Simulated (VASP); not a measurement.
MgO2, space group Pa-3 (No. 205), a = 4.760 Å, b = 4.760 Å, c = 4.760 Å, α = 90.00°, β = 90.00°, γ = 90.00°

```
site  Wyckoff       x       y       z
  Mg       4a  0.0000  0.0000  0.0000
   O       8c  0.5894  0.9106  0.0894
```

Origin: the end point of a relaxation with VASP Kohn-Sham DFT of a periodic cell, LDA, VASP PAW LDA potentials, recommended (VASP).

Describe the coordination of Mg.

MgO6: a slightly distorted octahedron (coordination number 6, S = 0.10; next best trigonal prism, S = 16.5). Bonds: 6 × Mg–O 2.04 Å. The next neighbour, not counted, lies at 2.87 Å.

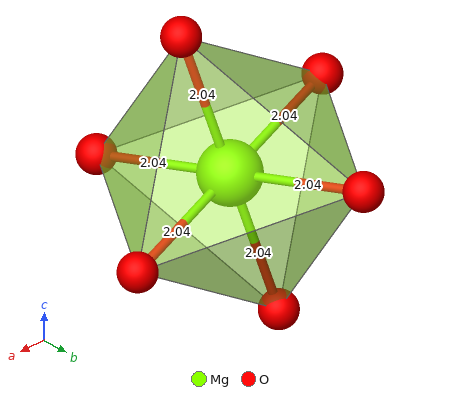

The polyhedron about Mg. The shape measure S (0 to 100) is the computed least-squares distance from an ideal polyhedron; S = 0 means ideal.
